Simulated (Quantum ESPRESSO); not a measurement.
# Energy and gap at +3 % biaxial strain: 1T-HfS2, 1 layer

Method. Quantum ESPRESSO 7.5 driven by ASE, PBE, GBRV ultrasoft, ESM (bc1); atomic heights clamped; cell area 11.548 Å² at zero strain.

| strain (%) | energy (meV a cell) | gap on the mesh (eV) |
| --- | --- | --- |
| −3 | 93.70 | 1.096 |
| −1.5 | 21.41 | 1.227 |
| 0 | 0.00 | 1.341 |
| +1.5 | 23.53 | 1.440 |

To predict: What are energy and gap at +3 %, and how stiff is the sheet?

**Worked estimate.** About zero, E'' = (21.41 + 23.53 − 2 × 0.00)/1.5² = 19.97 meV per %² and E' = (23.53 − 21.41)/3 = 0.71 meV per %. With E = A K ε², where K = (C11 + C22)/2 + C12 (C11 + C12 for a hexagonal sheet), K = 19.97 × 10/(2 × 11.548) × 16.02 = 139 N/m. The parabola gives E(+3 %) = 0.00 + 3 × (0.71) + 4.5 × 19.97 = 92.0 meV. Continuing the last slope, the gap is 2 × 1.440 − 1.341 = 1.539 eV.

**Check.** E = 88.0 meV and the gap 1.524 eV. The parabola misses by +4.0 meV, too high, since bonds soften under tension. The gap's line misses by +0.015 eV.

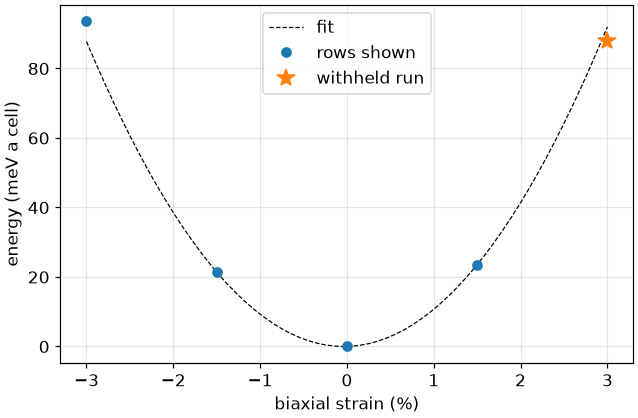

The rows shown, the fit and the withheld run.

Caveats: Clamped heights stiffen sheets with several planes. Semilocal gap, no spin-orbit coupling.
